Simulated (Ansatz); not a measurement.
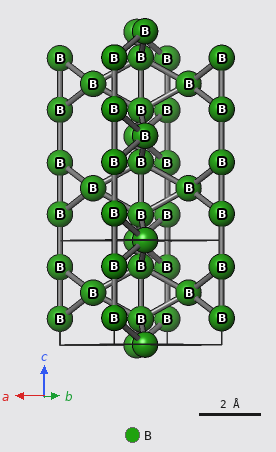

Crystalline B (a generated structure, set up in Pnnm) (coarse preliminary run), before the relaxation. The picture is a ball-and-stick view of the cell of the calculation, repeated 1 × 1 × 3 with one cell outlined, seen from a free direction.

Computed with Ansatz 0.2.0, DFT PBE, scalar-relativistic, plane waves, PAW.

Input file:
```yaml
crystal:
  lattice:
    - [3.9141460933, 0.0, 0.0]
    - [0.0, 4.3176314647, 0.0]
    - [0.0, 0.0, 3.4597353968]
  atoms:
    - { symbol: B, position: [0.0, 0.0, 0.7467561186] }
    - { symbol: B, position: [0.5, 0.5, 0.7532438814] }
    - { symbol: B, position: [0.0, 0.0, 0.2532438814] }
    - { symbol: B, position: [0.5, 0.5, 0.2467561186] }
    - { symbol: B, position: [0.6350202605, 0.8439184348, 0.0] }
    - { symbol: B, position: [0.3649797395, 0.1560815652, 0.0] }
    - { symbol: B, position: [0.1350202605, 0.6560815652, 0.5] }
    - { symbol: B, position: [0.8649797395, 0.3439184348, 0.5] }
basis:
  ecutwfc: 420
kpoints:
  mp_grid: { grid: [4, 4, 6] }
hamiltonian:
  xc: pbe
scf:
  occupations: { method: gaussian, width: 0.1 }
  lower_state_search: "off"
output:
  forces: true
  stress: true
  eigenvalues: true
relax:
  adjacent_minimum: "off"
  f_tol: 0.04
  max_steps: 70
  cell: { stress_tol: 0.4 }
```

Run as
```bash
ansatz run input.yaml --threads 1 --pin off --max-ram 2560MiB --backend cpu --events-out ev --progress --plain --runs-dir out
```

Question: Where does the relaxation end?

Answer: Over 9 accepted moves (12 points after the start) the energy falls by 6.4 meV per atom. The largest force component goes from 0.13 to 0.018 eV/Å. Pressure: 0.23 GPa at the start and 0.16 GPa at the end. The line search rejected the trial steps at points 4, 7 of the run. At 1 point the geometry stayed and the basis and grid were re-selected for the new cell (energy shift of 0.6 meV per atom at most each time). The largest moves relative to the cell, 0.051 Å, are those of B5, B6, B7 and B8. B6 goes along [−1 −3 0]. Cell: a 3.914 → 4.122 Å (+5.3 %), b 4.318 → 4.200 Å (−2.7 %), c 3.460 → 3.417 Å (−1.2 %). Volume +1.1 %. Among the contacts that change: B5–B6 1.713 → 1.666 Å, B1–B3 1.752 → 1.712 Å, B1–B7 1.793 → 1.811 Å, B1–B5 1.806 → 1.822 Å. Among the angles between lasting bonds that change: B2–B7–B8 101.2° → 108.5°, B1–B7–B8 118.0° → 112.6°, B5–B2–B8 107.9° → 103.8°. The space group stays Pnnm (No. 58). Cost: 27 s on 1 thread of Intel(R) Xeon(R) Platinum 8375C CPU @ 2.90GHz (Ice Lake) (shared host), peak memory 0.37 GiB.

Final geometry:

```
CELL_PARAMETERS angstrom
4.12163 0.00000 0.00000
0.00000 4.19959 0.00000
0.00000 0.00000 3.41657
ATOMIC_POSITIONS crystal
B 0.00000 0.00000 0.74951
B 0.50000 0.50000 0.75049
B 0.00000 0.00000 0.25049
B 0.50000 0.50000 0.24951
B 0.63848 0.85549 0.00000
B 0.36152 0.14451 0.00000
B 0.13848 0.64451 0.50000
B 0.86152 0.35549 0.50000
```

The end point in the same view:

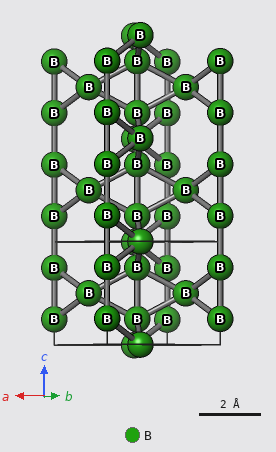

Limits of the set-up: the k-point mesh is coarse for a cell with partly filled bands.
